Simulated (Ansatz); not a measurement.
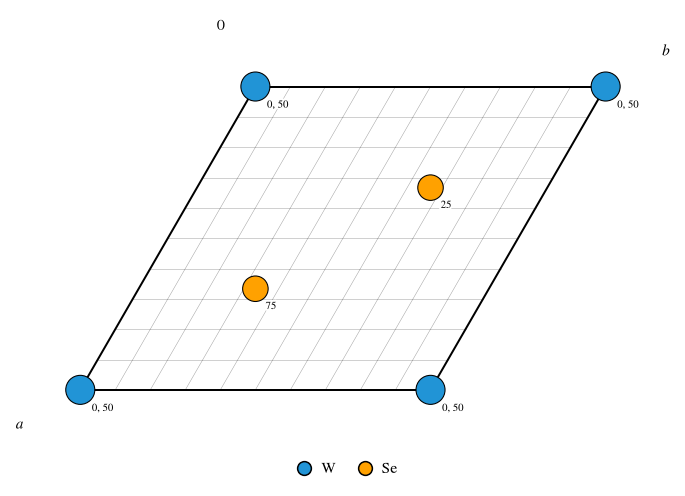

Plan of a unit cell projected along c (a down the page, b across); the numbers are heights in hundredths of c, and atoms on the cell's edges are repeated. The grid marks tenths of a and b. Source: coordinates from a relaxation with DFT PBE, scalar-relativistic, plane waves, PAW (Ansatz 0.2.0); the starting structure was generated, so it need not be a known form of this composition. The drawing is computed from the coordinates (standard cell, symmetry found to 0.002 Å).

a = 4.073 Å, b = 4.073 Å, c = 5.144 Å, α = 90.00°, β = 90.00°, γ = 120.00°.

Question: What does the cell contain?

Answer: 2 W, 2 Se: WSe, Z = 2.

Question: Which space group?

Answer: P6_3/mmc, No. 194, primitive hexagonal.

Question: Give the independent sites, coordinates to two places.

Answer:
| atom | site | symmetry | x | y | z |
| --- | --- | --- | --- | --- | --- |
| W | 2a | -3m. | 0.00 | 0.00 | 0.00 |
| Se | 2c | -6m2 | 0.33 | 0.67 | 0.25 |
